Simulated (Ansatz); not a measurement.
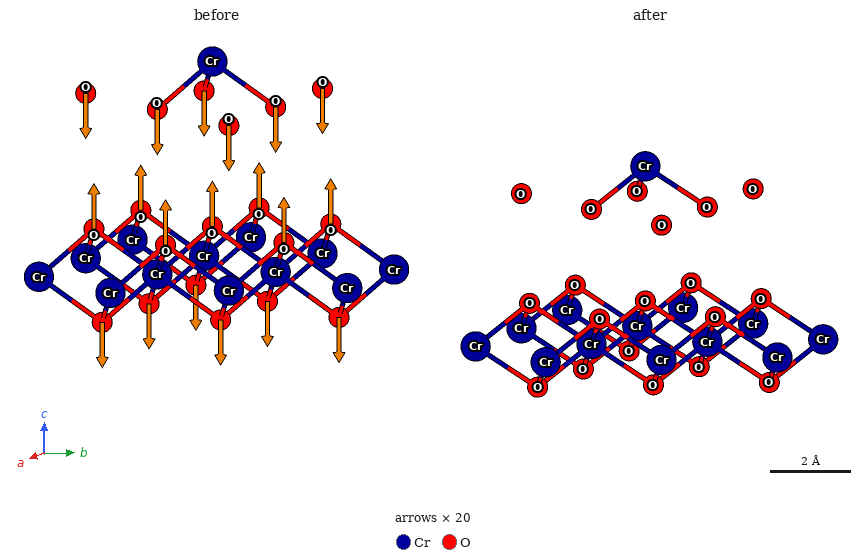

The structure of a crystal of CrO₂ (set up in R-3m) (coarse preliminary run) before (left) and after (right) a relaxation, at one scale. The orange arrows give the displacements (the part carried along by the change of the cell is left out), magnified 20 times.

A ball-and-stick model of the atoms within 5.0 Å of the atom that moves most (axes of the conventional cell (3 times the calculation's cell)), seen slightly off an axis. Lengths and directions refer to the drawn axes.

Case: 2 of 2 Na taken out, relaxed.

Computed with Ansatz 0.2.0, DFT PBE+U+D3(BJ), scalar-relativistic, plane waves, PAW. (plane-wave cutoff 420 eV; k-point mesh 6 × 6 × 6; occupations gaussian; smearing width 0.1 eV; U Cr 3.7 eV; collinear spin; cell and atoms relaxed; force threshold 0.0325 eV/Å; at most 70 steps)

Question: What changed between the two?

Answer: The largest moves relative to the cell, 0.059 Å, are those of O atoms. Cr stays in place. The volume changes by −20.5 %, with a = b 3.012 → 2.947 Å (−2.1 %), c 15.827 → 13.142 Å (−17.0 %). Some distances before and after: Cr–O 2.031 → 1.939 Å. Among the angles between lasting bonds that change: O–Cr–O 95.7° → 98.9°, Cr–O–Cr 95.7° → 98.9°, O–Cr–O 84.3° → 81.1°. The space group stays R-3m (No. 166). After 7 accepted moves (9 points after the start) the energy has fallen by 131 meV per atom. The largest force component goes from 1.9 to 0.0035 eV/Å. Pressure: −15.62 GPa at the start and −0.04 GPa at the end. The SCF was repeated twice at an unchanged geometry on a basis and grid sized afresh for the cell, which shifted the energy by 3.8 meV per atom at most. The run took 30 s on 2 threads of Arm Neoverse V1 (shared host), peak memory 0.38 GiB.
